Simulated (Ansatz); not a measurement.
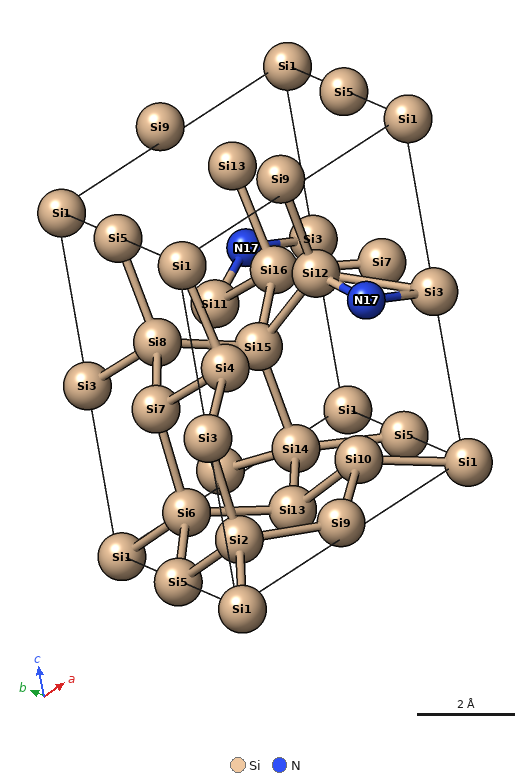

**Figure 1.** The structure as given in the input (ball-and-stick view of the cell of the calculation, seen slightly off an axis; atoms are numbered from 1 in the order of the input). An atom can appear more than once, as a periodic image.

# Nudged elastic band of Si16N (part 1 of 3)

The run: nudged elastic band of Si16N (defect cell, 17 atoms in the cell). Method and program: DFT PBEsol, scalar-relativistic, plane waves, PAW, PAW set soft_1, spin-polarised (Ansatz 0.2.0).

The run did not end well. It belongs to a series of runs on one base structure; here: band between the two ends. Figures and captions count atoms from 1; the log counts them from 0 in places.

## Input
```yaml
crystal:
  lattice:
    - [0.0, 5.43, 5.43]
    - [5.43, 0.0, 5.43]
    - [5.43, 5.43, 0.0]
  atoms:
    - { symbol: Si, position: [0.01138731, -0.01416609, -0.01141364] }
    - { symbol: Si, position: [0.10791614, 0.12244819, 0.129211] }
    - { symbol: Si, position: [-0.01560426, -0.03428392, 0.5001868] }
    - { symbol: Si, position: [0.15360991, 0.08196623, 0.6150538] }
    - { symbol: Si, position: [0.00109831, 0.49635653, -0.00601577] }
    - { symbol: Si, position: [0.13288276, 0.61007745, 0.12253068] }
    - { symbol: Si, position: [0.01638635, 0.45833672, 0.49631521] }
    - { symbol: Si, position: [0.12931275, 0.59514562, 0.62169498] }
    - { symbol: Si, position: [0.47730766, 0.01736277, 0.03607639] }
    - { symbol: Si, position: [0.63916897, 0.12351094, 0.13516311] }
    - { symbol: Si, position: [0.54609005, -0.03997348, 0.5003678] }
    - { symbol: Si, position: [0.62354444, 0.18008072, 0.67488089] }
    - { symbol: Si, position: [0.5067642, 0.49766614, -0.01112898] }
    - { symbol: Si, position: [0.62833949, 0.64693314, 0.09163287] }
    - { symbol: Si, position: [0.49412868, 0.51942428, 0.46529271] }
    - { symbol: Si, position: [0.64157904, 0.59000992, 0.61501213] }
    - { symbol: "N", position: [0.71155012, 0.96948304, 0.59122552] }
magnetization:
  spin_polarized: true
basis:
  ecutwfc: 420.0
kpoints:
  mp_grid: { grid: [2, 2, 2] }
hamiltonian:
  xc: pbesol
  pseudopotentials: { kind: paw, azcp: { folder: soft_1 } }
scf:
  occupations: { method: gaussian, width: 0.02 }
  lower_state_search: "off"
neb:
  images: 5
  f_tol: 0.03
  initial_path: linear
  max_iterations: 29
  spring: { min: 2.0, max: 10.0 }
  final_atoms:
    - { symbol: Si, position: [0.10216276, 0.00187917, -0.05572966] }
    - { symbol: Si, position: [0.15493141, 0.14694309, 0.10780008] }
    - { symbol: Si, position: [-0.00901515, -0.00360609, 0.47816117] }
    - { symbol: Si, position: [0.10331277, 0.13093641, 0.60492624] }
    - { symbol: Si, position: [-0.01478242, 0.51647859, 0.00307643] }
    - { symbol: Si, position: [0.07693591, 0.64030048, 0.15851785] }
    - { symbol: Si, position: [-0.0280791, 0.49583668, 0.52910953] }
    - { symbol: Si, position: [0.11656933, 0.62368247, 0.62904288] }
    - { symbol: Si, position: [0.52158956, -0.01444062, 0.00240974] }
    - { symbol: Si, position: [0.63054158, 0.07833362, 0.16603922] }
    - { symbol: Si, position: [0.4705747, -0.01731512, 0.53664412] }
    - { symbol: Si, position: [0.61732722, 0.11805333, 0.62819524] }
    - { symbol: Si, position: [0.47733309, 0.47021736, 0.0428937] }
    - { symbol: Si, position: [0.61155722, 0.61313686, 0.13904115] }
    - { symbol: Si, position: [0.49070476, 0.49195978, 0.51473006] }
    - { symbol: Si, position: [0.59676953, 0.60782975, 0.66653085] }
    - { symbol: "N", position: [0.89662499, 0.91319433, 0.15544429] }
  order_check: true
```

Hardware: 2 threads of Arm Neoverse V1, 24 GiB of memory available, shared host.

Run as:
```bash
ansatz run input.yaml --threads 2 --pin off --max-ram 5120MiB --backend cpu --events-out ev --progress --plain --runs-dir out
```

## Output
```
Warning: neb: disabling space-group detection — the band's intermediate images generally break the endpoint symmetry, so no spatial operation reduces the k-mesh or symmetrises the density, except that a semilocal band can use its path's symmetry ahead of convergence; time reversal is kept, so that k and −k are solved as one point where they differ and the mesh holds both, and exact exchange and, on two spinor components, a DFT+U term hold to it where the run has them: on two components no moment then forms, and a state that bears one, which a typed moment (crystal.atoms[].spin; refused beside efield: under a hybrid functional) reaches, can lie lower, under hf by electronvolts; crystal.symmetry.detect: false (a key that needs symmetry detection or time reversal refuses this as the deck is read) with time_reversal: false beside it drops time reversal too
Warning: [file] the record states the generating functional pbe (its physics header spells it `PBE`), which answers neither for hamiltonian.xc's functional nor for the pbesol family's — results may be inconsistent (PPs are generated against a specific XC)
Warning: [file] the record states the generating functional pbe (its physics header spells it `PBE`), which answers neither for hamiltonian.xc's functional nor for the pbesol family's — results may be inconsistent (PPs are generated against a specific XC)
Engine: ansatz 0.2.0, aarch64-unknown-linux-gnu
Pseudopotentials: kind: paw
Pseudopotential: Si, paw, valence charge 4, recommended cutoff 420 eV (normal), [file]
Pseudopotential: N, paw, valence charge 5, recommended cutoff 420 eV (normal), [file]
Functional definition: PBEsol
  exchange = pbesol_x
  correlation = pbesol_c
parallel-image band execution: 2 concurrent image workers
NEB image 0
Crystal: 17 atoms, lattice volume = 320.206 Å³
Basis set: ecut = 420 eV, 6231 PW (Γ), exchange–correlation on 108×108×108 points (8 copies of the dense FFT grid, shifted against one another)
Bands: 52, of which v1, the nominal top of the filled ones, is band 35 counted from 1 (34 counted from 0)
Symmetry: 1 space group operations
k-points: 8
Non-local potential: Si, projectors of the file, l = 0: 2, l = 1: 2, l = 2: 1
Non-local potential: N, projectors of the file, l = 0: 2, l = 1: 2, l = 2: 1
PAW form: soft (Blöchl's): semilocal exchange-correlation on the pseudo side does not see the compensation charge
PAW frozen core: Si, regenerated for the run's functional, and the local potential with it (the file was generated under x = pbe(κ = 0.804, μ = 0.2195149727645171), c = pbe(β = 0.06672455060314922))
PAW frozen core: N, regenerated for the run's functional, and the local potential with it (the file was generated under x = pbe(κ = 0.804, μ = 0.2195149727645171), c = pbe(β = 0.06672455060314922))
PAW one-centre angular grid: Si, 110 points (default); XC on 64 Gauss nodes
PAW one-centre angular grid: N, 110 points (default); XC on 64 Gauss nodes
Initial density: superposition of atomic densities (chi_scale 0.1, normalization cell, long waves kept (reshape's long-wave potential 0.29 eV rms))
Initial wavefunctions: pseudopotential atomic-orbital guess
Functional: x = pbesol(κ = 0.804, μ = 0.12345679012345678), c = pbesol(β = 0.046)
SCF iter   1: F=—  HF=-10322.624419 eV  |F-HF|=—  |Δ(HF+E_count)|=         —  Δρ=2.47e-2 (↑2.47e-2 ↓2.47e-2)  dr2=9.31e0  dr2_m=0.00e0  M=0.000 μB ∫|m|=0.000 μB  β_m=0.30  ethr=3.10e-3  ⟨swp⟩=10.0  Hψ=2519  notcnv=0  defer=12
preconditioner: auto → Resta (q_TF=auto, 2.112 Å⁻¹)  ε∞=5.3  [insulator: Δε(μ)=0.084 eV  Ē_g=8.355 eV  σ=0.020 eV  W_gap=1.00  n_scr=58 (ndim 8)  ℏωp=17.2 eV  f_vac=0.000  D(μ)=0.19/eV (n_scr^D=0)  ε∞_Penn≈5.3]
spin=Collinear: Resta preconditioning applied to the charge; magnetization (m = ρ↑ − ρ↓) channel mixes plain (no charge-response kernel on spin).
SCF iter   2: F=—  HF=-10321.281717 eV  |F-HF|=—  |Δ(HF+E_count)|=    1.34e0  Δρ=1.82e-2 (↑1.82e-2 ↓1.82e-2)  dr2=4.70e0  dr2_m=0.00e0  M=0.000 μB ∫|m|=0.000 μB  β_m=0.65  ethr=3.10e-3  ⟨swp⟩=2.0  Hψ=500  notcnv=0  defer=61
preconditioner: auto → Kerker (q_TF=auto, 2.112 Å⁻¹)  [metal: Δε(μ)=0.010 eV  Ē_g=8.341 eV  σ=0.020 eV  W_gap=0.26  n_scr=58 (ndim 8)  ℏωp=17.2 eV  f_vac=0.000  D(μ)=17.54/eV (n_scr^D=168)]
spin=Collinear: Kerker preconditioning applied to the charge; magnetization (m = ρ↑ − ρ↓) channel mixes plain (no charge-response kernel on spin).
SCF iter   3: F=—  HF=-10319.935810 eV  |F-HF|=—  |Δ(HF+E_count)|=    1.35e0  Δρ=2.67e-3 (↑2.67e-3 ↓2.67e-3)  dr2=1.11e-1  dr2_m=0.00e0  M=0.000 μB ∫|m|=0.000 μB  β_m=0.70  ethr=3.10e-3  ⟨swp⟩=3.1  Hψ=725  notcnv=0  defer=61
SCF iter   4: F=—  HF=-10319.930959 eV  |F-HF|=—  |Δ(HF+E_count)|=   4.85e-3  Δρ=1.41e-3 (↑1.41e-3 ↓1.41e-3)  dr2=4.06e-2  dr2_m=0.00e0  M=0.000 μB ∫|m|=0.000 μB  β_m=0.70  ethr=1.61e-4  ⟨swp⟩=3.6  Hψ=851  notcnv=0  defer=78
SCF iter   5: F=—  HF=-10319.928957 eV  |F-HF|=—  |Δ(HF+E_count)|=   2.00e-3  Δρ=4.23e-4 (↑4.23e-4 ↓4.23e-4)  dr2=3.64e-3  dr2_m=0.00e0  M=0.000 μB ∫|m|=0.000 μB  β_m=0.78  ethr=5.88e-5  ⟨swp⟩=2.8  Hψ=698  notcnv=0  defer=78
SCF iter   6: F=—  HF=-10319.930220 eV  |F-HF|=—  |Δ(HF+E_count)|=   1.26e-3  Δρ=1.40e-4 (↑1.40e-4 ↓1.40e-4)  dr2=3.81e-4  dr2_m=0.00e0  M=0.000 μB ∫|m|=0.000 μB  β_m=0.89  ethr=5.28e-6  ⟨swp⟩=2.6  Hψ=588  notcnv=0  defer=78
SCF iter   7: F=—  HF=-10319.930372 eV  |F-HF|=—  |Δ(HF+E_count)|=   1.52e-4  Δρ=1.99e-5 (↑1.99e-5 ↓1.99e-5)  dr2=1.39e-5  dr2_m=0.00e0  M=0.000 μB ∫|m|=0.000 μB  β_m=0.95  ethr=5.52e-7  ⟨swp⟩=2.6  Hψ=611  notcnv=0  defer=78
SCF iter   8: F=—  HF=-10319.930326 eV  |F-HF|=—  |Δ(HF+E_count)|=   4.58e-5  Δρ=7.16e-6 (↑7.16e-6 ↓7.16e-6)  dr2=1.87e-6  dr2_m=0.00e0  M=0.000 μB ∫|m|=0.000 μB  β_m=0.97  ethr=2.01e-8  ⟨swp⟩=2.8  Hψ=638  notcnv=0  defer=78
SCF iter   9: F=-10319.930326 eV  HF=-10319.930326 eV  |F-HF|=4.72e-8  |Δ(HF+E_count)|=   7.61e-8  Δρ=1.67e-6 (↑1.67e-6 ↓1.67e-6)  dr2=9.47e-8  dr2_m=0.00e0  M=0.000 μB ∫|m|=0.000 μB  ethr=1.45e-10  ⟨swp⟩=3.4  Hψ=1526  notcnv=0
SCF 1 converged in 9 iterations: F = -10319.930326 eV  dr2 = 9.47e-8
  greatest PAW one-centre occupation: 0.804 electrons in one spin orbital (limit 2), on the N atom at site 16 (counted from 0), in its partial waves of l = 0
NSCF: frozen V_eff on 8 k-points
NEB image 6
SCF iter   1: F=—  HF=-10322.618341 eV  |F-HF|=—  |Δ(HF+E_count)|=         —  Δρ=2.47e-2 (↑2.47e-2 ↓2.47e-2)  dr2=9.30e0  dr2_m=0.00e0  M=0.000 μB ∫|m|=0.000 μB  β_m=0.30  ethr=3.10e-3  ⟨swp⟩=10.1  Hψ=2525  notcnv=0  defer=6
preconditioner: auto → Resta (q_TF=auto, 2.112 Å⁻¹)  ε∞=5.3  [insulator: Δε(μ)=0.086 eV  Ē_g=8.354 eV  σ=0.020 eV  W_gap=1.00  n_scr=58 (ndim 8)  ℏωp=17.2 eV  f_vac=0.000  D(μ)=0.19/eV (n_scr^D=0)  ε∞_Penn≈5.3]
spin=Collinear: Resta preconditioning applied to the charge; magnetization (m = ρ↑ − ρ↓) channel mixes plain (no charge-response kernel on spin).
SCF iter   2: F=—  HF=-10321.278488 eV  |F-HF|=—  |Δ(HF+E_count)|=    1.34e0  Δρ=1.82e-2 (↑1.82e-2 ↓1.82e-2)  dr2=4.69e0  dr2_m=0.00e0  M=0.000 μB ∫|m|=0.000 μB  β_m=0.65  ethr=3.10e-3  ⟨swp⟩=2.0  Hψ=500  notcnv=0  defer=57
SCF iter   3: F=—  HF=-10319.946585 eV  |F-HF|=—  |Δ(HF+E_count)|=    1.33e0  Δρ=3.18e-3 (↑3.18e-3 ↓3.18e-3)  dr2=1.67e-1  dr2_m=0.00e0  M=0.000 μB ∫|m|=0.000 μB  β_m=0.63  ethr=3.10e-3  ⟨swp⟩=3.0  Hψ=710  notcnv=0  defer=57
SCF iter   4: F=—  HF=-10319.928957 eV  |F-HF|=—  |Δ(HF+E_count)|=   1.76e-2  Δρ=1.39e-3 (↑1.39e-3 ↓1.39e-3)  dr2=3.05e-2  dr2_m=0.00e0  M=0.000 μB ∫|m|=0.000 μB  β_m=0.63  ethr=2.42e-4  ⟨swp⟩=3.4  Hψ=871  notcnv=0  defer=79
SCF iter   5: F=—  HF=-10319.928541 eV  |F-HF|=—  |Δ(HF+E_count)|=   4.16e-4  Δρ=4.89e-4 (↑4.89e-4 ↓4.89e-4)  dr2=3.44e-3  dr2_m=0.00e0  M=0.000 μB ∫|m|=0.000 μB  β_m=0.75  ethr=4.42e-5  ⟨swp⟩=2.6  Hψ=703  notcnv=0  defer=79
SCF iter   6: F=—  HF=-10319.930475 eV  |F-HF|=—  |Δ(HF+E_count)|=   1.93e-3  Δρ=1.42e-4 (↑1.42e-4 ↓1.42e-4)  dr2=3.64e-4  dr2_m=0.00e0  M=0.000 μB ∫|m|=0.000 μB  β_m=0.83  ethr=4.98e-6  ⟨swp⟩=2.4  Hψ=616  notcnv=0  defer=79
SCF iter   7: F=—  HF=-10319.930738 eV  |F-HF|=—  |Δ(HF+E_count)|=   2.63e-4  Δρ=3.08e-5 (↑3.08e-5 ↓3.08e-5)  dr2=2.05e-5  dr2_m=0.00e0  M=0.000 μB ∫|m|=0.000 μB  β_m=0.92  ethr=5.27e-7  ⟨swp⟩=2.2  Hψ=540  notcnv=0  defer=79
SCF iter   8: F=—  HF=-10319.930717 eV  |F-HF|=—  |Δ(HF+E_count)|=   2.11e-5  Δρ=5.56e-6 (↑5.56e-6 ↓5.56e-6)  dr2=6.78e-7  dr2_m=0.00e0  M=0.000 μB ∫|m|=0.000 μB  β_m=0.96  ethr=2.97e-8  ⟨swp⟩=2.1  Hψ=614  notcnv=0  defer=79
SCF iter   9: F=-10319.930717 eV  HF=-10319.930717 eV  |F-HF|=9.50e-9  |Δ(HF+E_count)|=   2.66e-7  Δρ=1.38e-6 (↑1.38e-6 ↓1.38e-6)  dr2=5.17e-8  dr2_m=0.00e0  M=0.000 μB ∫|m|=0.000 μB  ethr=1.45e-10  ⟨swp⟩=4.9  Hψ=1303  notcnv=0
SCF 2 converged in 9 iterations: F = -10319.930717 eV  dr2 = 5.17e-8
NSCF: frozen V_eff on 8 k-points
NEB end point (image 0): max|allowed force component| = 2.598e-2 eV/Å (the criterion of neb.relax_end_points is 1.000e-2)
NEB end point (image 6): max|allowed force component| = 2.637e-2 eV/Å (the criterion of neb.relax_end_points is 1.000e-2)
[...]
NEB image 1
preconditioner: auto → Resta (q_TF=auto, 2.112 Å⁻¹)  ε∞=5.3  [insulator: Δε(μ)=0.076 eV  Ē_g=8.311 eV  σ=0.020 eV  W_gap=0.51  n_scr=58 (ndim 8)  ℏωp=17.2 eV  f_vac=0.000  D(μ)=15.43/eV (n_scr^D=136)  ε∞_Penn≈5.3]
spin=Collinear: Resta preconditioning applied to the charge; magnetization (m = ρ↑ − ρ↓) channel mixes plain (no charge-response kernel on spin).
preconditioner: auto → Kerker (q_TF=auto, 2.112 Å⁻¹)  [metal: Δε(μ)=0.008 eV  Ē_g=8.303 eV  σ=0.020 eV  W_gap=0.23  n_scr=58 (ndim 8)  ℏωp=17.2 eV  f_vac=0.000  D(μ)=13.87/eV (n_scr^D=112)]
spin=Collinear: Kerker preconditioning applied to the charge; magnetization (m = ρ↑ − ρ↓) channel mixes plain (no charge-response kernel on spin).
  greatest PAW one-centre occupation: 0.811 electrons in one spin orbital (limit 2), on the N atom at site 16 (counted from 0), in its partial waves of l = 0
NEB image 2
preconditioner: auto → Kerker (q_TF=auto, 2.112 Å⁻¹)  [metal: Δε(μ)=0.013 eV  Ē_g=8.195 eV  σ=0.020 eV  W_gap=0.35  n_scr=58 (ndim 8)  ℏωp=17.2 eV  f_vac=0.000  D(μ)=12.75/eV (n_scr^D=112)]
spin=Collinear: Kerker preconditioning applied to the charge; magnetization (m = ρ↑ − ρ↓) channel mixes plain (no charge-response kernel on spin).
preconditioner: auto → Resta (q_TF=auto, 2.112 Å⁻¹)  ε∞=5.4  [insulator: Δε(μ)=0.029 eV  Ē_g=8.194 eV  σ=0.020 eV  W_gap=0.70  n_scr=58 (ndim 8)  ℏωp=17.2 eV  f_vac=0.000  D(μ)=8.31/eV (n_scr^D=58)  ε∞_Penn≈5.4]
spin=Collinear: Resta preconditioning applied to the charge; magnetization (m = ρ↑ − ρ↓) channel mixes plain (no charge-response kernel on spin).
  greatest PAW one-centre occupation: 0.823 electrons in one spin orbital (limit 2), on the N atom at site 16 (counted from 0), in its partial waves of l = 0
NEB image 3
preconditioner: auto → Resta (q_TF=auto, 2.112 Å⁻¹)  ε∞=5.5  [insulator: Δε(μ)=0.081 eV  Ē_g=8.098 eV  σ=0.020 eV  W_gap=1.00  n_scr=58 (ndim 8)  ℏωp=17.2 eV  f_vac=0.000  D(μ)=0.23/eV (n_scr^D=0)  ε∞_Penn≈5.5]
spin=Collinear: Resta preconditioning applied to the charge; magnetization (m = ρ↑ − ρ↓) channel mixes plain (no charge-response kernel on spin).
  greatest PAW one-centre occupation: 0.825 electrons in one spin orbital (limit 2), on the N atom at site 16 (counted from 0), in its partial waves of l = 0
NEB image 4
preconditioner: auto → Resta (q_TF=auto, 2.112 Å⁻¹)  ε∞=5.5  [insulator: Δε(μ)=0.023 eV  Ē_g=8.118 eV  σ=0.020 eV  W_gap=0.59  n_scr=58 (ndim 8)  ℏωp=17.2 eV  f_vac=0.000  D(μ)=10.02/eV (n_scr^D=64)  ε∞_Penn≈5.5]
spin=Collinear: Resta preconditioning applied to the charge; magnetization (m = ρ↑ − ρ↓) channel mixes plain (no charge-response kernel on spin).
  greatest PAW one-centre occupation: 0.826 electrons in one spin orbital (limit 2), on the N atom at site 16 (counted from 0), in its partial waves of l = 0
NEB image 5
preconditioner: auto → Resta (q_TF=auto, 2.112 Å⁻¹)  ε∞=5.4  [insulator: Δε(μ)=0.054 eV  Ē_g=8.227 eV  σ=0.020 eV  W_gap=0.94  n_scr=58 (ndim 8)  ℏωp=17.2 eV  f_vac=0.000  D(μ)=2.29/eV (n_scr^D=8)  ε∞_Penn≈5.4]
spin=Collinear: Resta preconditioning applied to the charge; magnetization (m = ρ↑ − ρ↓) channel mixes plain (no charge-response kernel on spin).
  greatest PAW one-centre occupation: 0.818 electrons in one spin orbital (limit 2), on the N atom at site 16 (counted from 0), in its partial waves of l = 0
NEB iter   1: max|band force component| = 3.270e0 eV/Å  barrier→ = 2.5416 eV  barrier← = 2.5420 eV  Δτ_max = 0.2000 Å  (68 SCF iters)
  M     (μB):  +0.0000  +0.0000  +0.0000  +0.0000  +0.0000  +0.0000  +0.0000
  M_abs (μB):   0.0000   0.0000   0.0000   0.0000   0.0000   0.0000   0.0000
NEB image 1
Initial density: handed on by an earlier stage of this run
Initial wavefunctions: those handed on with the density
preconditioner: auto → Resta (q_TF=auto, 2.112 Å⁻¹)  ε∞=5.4  [insulator: Δε(μ)=0.061 eV  Ē_g=8.253 eV  σ=0.020 eV  W_gap=0.97  n_scr=58 (ndim 8)  ℏωp=17.2 eV  f_vac=0.000  D(μ)=1.40/eV (n_scr^D=0)  ε∞_Penn≈5.4]
spin=Collinear: Resta preconditioning applied to the charge; magnetization (m = ρ↑ − ρ↓) channel mixes plain (no charge-response kernel on spin).
  greatest PAW one-centre occupation: 0.809 electrons in one spin orbital (limit 2), on the N atom at site 16 (counted from 0), in its partial waves of l = 0
NEB image 2
preconditioner: auto → Resta (q_TF=auto, 2.112 Å⁻¹)  ε∞=5.4  [insulator: Δε(μ)=0.020 eV  Ē_g=8.171 eV  σ=0.020 eV  W_gap=0.52  n_scr=58 (ndim 8)  ℏωp=17.2 eV  f_vac=0.000  D(μ)=14.59/eV (n_scr^D=136)  ε∞_Penn≈5.4]
spin=Collinear: Resta preconditioning applied to the charge; magnetization (m = ρ↑ − ρ↓) channel mixes plain (no charge-response kernel on spin).
  greatest PAW one-centre occupation: 0.821 electrons in one spin orbital (limit 2), on the N atom at site 16 (counted from 0), in its partial waves of l = 0
NEB image 3
preconditioner: auto → Resta (q_TF=auto, 2.112 Å⁻¹)  ε∞=5.5  [insulator: Δε(μ)=0.074 eV  Ē_g=8.126 eV  σ=0.020 eV  W_gap=0.99  n_scr=58 (ndim 8)  ℏωp=17.2 eV  f_vac=0.000  D(μ)=0.47/eV (n_scr^D=0)  ε∞_Penn≈5.5]
spin=Collinear: Resta preconditioning applied to the charge; magnetization (m = ρ↑ − ρ↓) channel mixes plain (no charge-response kernel on spin).
  greatest PAW one-centre occupation: 0.822 electrons in one spin orbital (limit 2), on the N atom at site 16 (counted from 0), in its partial waves of l = 0
NEB image 4
preconditioner: auto → Resta (q_TF=auto, 2.112 Å⁻¹)  ε∞=5.5  [insulator: Δε(μ)=0.088 eV  Ē_g=8.108 eV  σ=0.020 eV  W_gap=1.00  n_scr=58 (ndim 8)  ℏωp=17.2 eV  f_vac=0.000  D(μ)=0.11/eV (n_scr^D=0)  ε∞_Penn≈5.5]
spin=Collinear: Resta preconditioning applied to the charge; magnetization (m = ρ↑ − ρ↓) channel mixes plain (no charge-response kernel on spin).
NEB image 5
preconditioner: auto → Resta (q_TF=auto, 2.112 Å⁻¹)  ε∞=5.5  [insulator: Δε(μ)=0.064 eV  Ē_g=8.167 eV  σ=0.020 eV  W_gap=0.98  n_scr=58 (ndim 8)  ℏωp=17.2 eV  f_vac=0.000  D(μ)=1.11/eV (n_scr^D=0)  ε∞_Penn≈5.5]
spin=Collinear: Resta preconditioning applied to the charge; magnetization (m = ρ↑ − ρ↓) channel mixes plain (no charge-response kernel on spin).
  greatest PAW one-centre occupation: 0.819 electrons in one spin orbital (limit 2), on the N atom at site 16 (counted from 0), in its partial waves of l = 0
NEB iter   2: max|band force component| = 2.269e0 eV/Å  barrier→ = 1.5679 eV  barrier← = 1.5683 eV  Δτ_max = 0.2000 Å  (43 SCF iters)
[... from here on the SCF iterations and repeated set-up lines of each step are left out, up to the last step ...]
NEB image 1
NEB image 2
NEB image 3
NEB image 4
NEB image 5
NEB iter   3: max|band force component| = 1.984e0 eV/Å  barrier→ = 1.0604 eV  barrier← = 1.0608 eV  Δτ_max = 0.2000 Å  (41 SCF iters)
NEB image 1
NEB image 2
NEB image 3
NEB image 4
NEB image 5
```
